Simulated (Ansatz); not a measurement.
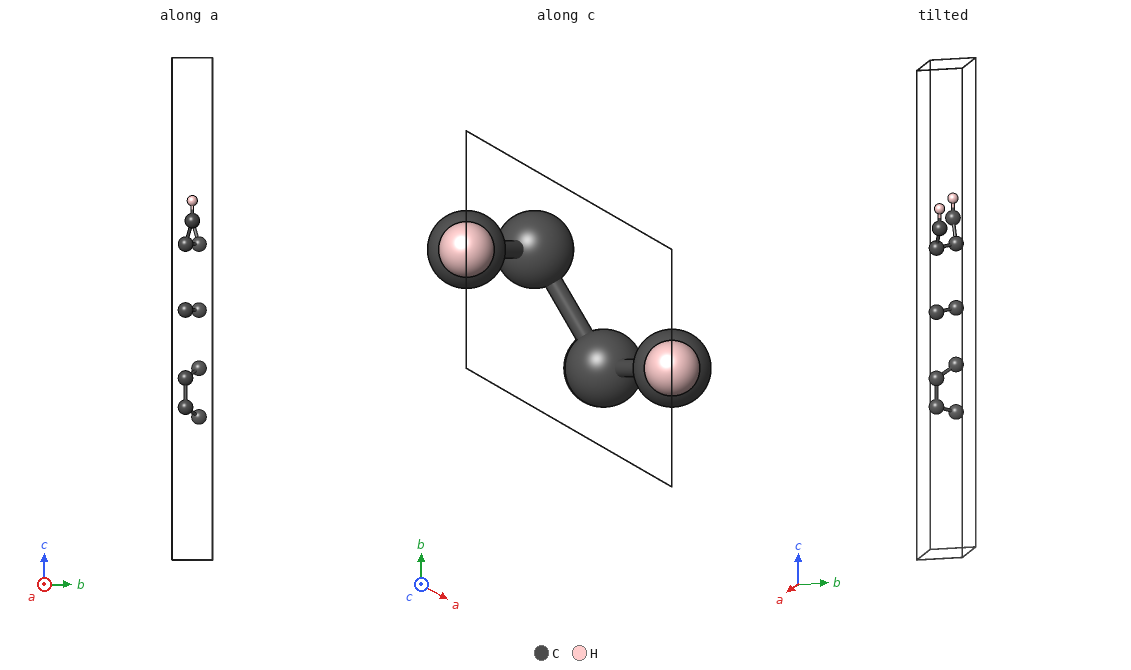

The image is a ball-and-stick drawing of a crystal, viewed along the a axis, along the c axis and slightly off an axis. The simulation cell is drawn as a box.

The structure is one of HC9. Counting shared atoms by their share gives 1 H, 9 C, or 10 atoms. The coordination shell of H holds one C. The numbers of neighbours within bonding distance are C 3 to 4 (mean 3.4). The bonds build C and HC3 layers parallel to (001).

Starting structure: an entry, possibly a prediction, of the Crystallography Open Database, from which a slab was cut and an adsorbate added. The atoms were relaxed in a fixed cell with DFT PBEsol, scalar-relativistic, plane waves, PAW (Ansatz 0.2.0), but for four held in place.

At this level of theory the run's own cell isn't at rest (forces up to 5.6 eV/Å), so its distances can differ from those at equilibrium, the more so the softer the solid.
